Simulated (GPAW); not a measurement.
KI (Fm-3m): refractive index against wavelength

The refractive index of KI (Fm-3m) below the direct gap (3.62 eV on the mesh) is read from one computed spectrum, n = √(Re ε).

Cell: a, b, c = 4.996, 4.996, 4.996 Å (primitive vectors), 2 atoms.

Method: GPAW 26.7.0, LDA, RPA, k-mesh 10×10×10, local fields up to 80 eV, Lorentzian half width 0.2 eV.

Launch of the response step: `OMP_NUM_THREADS=1 python df.py`. The run took 2.0 min, its band step included, on 1 thread of Arm Neoverse V1, with other jobs on the host.

```
wavelength (nm)  photon energy E (eV)       n
           1550                 0.800  1.6601
           1310                 0.946  1.6629
           1064                 1.165  1.6681
            850                 1.459  1.6769
            700                 1.771  1.6892
            633                 1.959  1.6981
            532                 2.331       ?
```

In the single-oscillator model n² − 1 = E₀E_d/(E₀² − E²), so 1/(n² − 1) = E₀/E_d − E²/(E₀E_d) is linear in E².

Working, on the rows shown:

| x = E² (eV²) | y = 1/(n² − 1) |
| --- | --- |
| 0.639837 | 0.569498 |
| 0.895757 | 0.566496 |
| 1.35784 | 0.560992 |
| 2.12762 | 0.551878 |
| 3.13716 | 0.53955 |
| 3.83641 | 0.530914 |

Means: x̄ = 1.9991, ȳ = 0.55322. Σ(x − x̄)(y − ȳ) = -0.09847, Σ(x − x̄)² = 8.164. Slope = -0.09847 / 8.164 = -0.01206; intercept = ȳ − slope · x̄ = 0.57734. Turned back into n, the line misses the rows shown by at most 0.0002.

Problem. What does the fit predict for the withheld row, and how well does it do?

Solution. At x = 5.4314 the line gives y = 0.51182, that is 1.7187. The run gave 1.7202, so the extrapolation is off by 0.0015, 3 % of the range in the table.

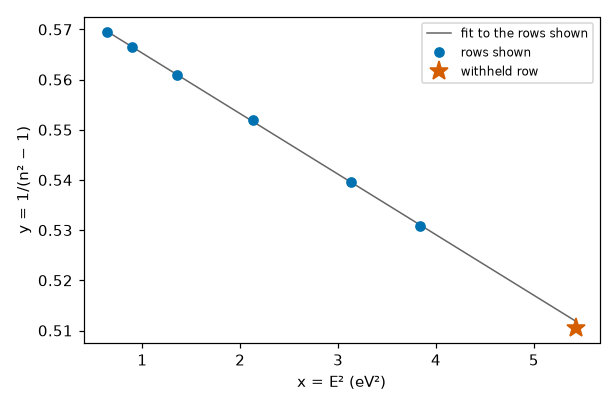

Refitted with all rows, the slope is -0.01228 and the intercept 0.57769. These give E₀ = √(intercept/−slope) = 6.86 eV and E_d = E₀/intercept = 11.9 eV; E₀ is 1.9 times the direct gap. The electronic limit at long wavelengths, without lattice vibrations, is n = √(1 + 1/intercept) = 1.653. Excitons are left out; LDA gaps are as a rule too small. The values come from a sum over the points of one k-mesh and carry its error, which grows as the direct gap shrinks. Spin-orbit coupling is left out.

[Logs are printed without paths, hosts, clocks, repeated set-up lines and the standing remarks that a program may print on its own settings, such as how far it seeks lower states.]
